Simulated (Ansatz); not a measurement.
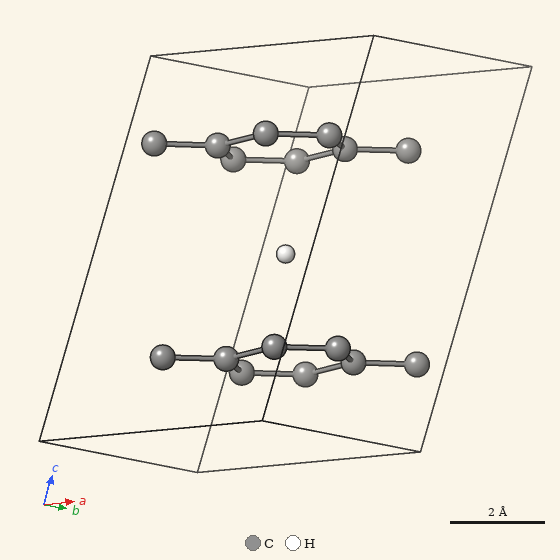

An orthographic ball-and-stick view of the structure, from a general direction. The edges of the supercell are marked. The host is C, in a cell of 16 sites, and the cell is neutral.

**Describe the defect.**

An interstitial hydrogen atom. It is bonded to no bonds drawn.

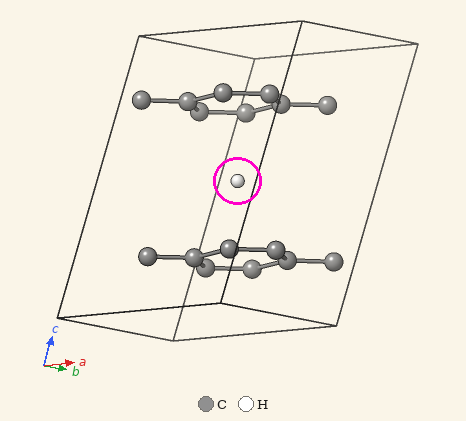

The same cell with a ring at the defect's site.

The atoms were relaxed in the host's cell with DFT PBE, scalar-relativistic, plane waves, PAW (Ansatz).
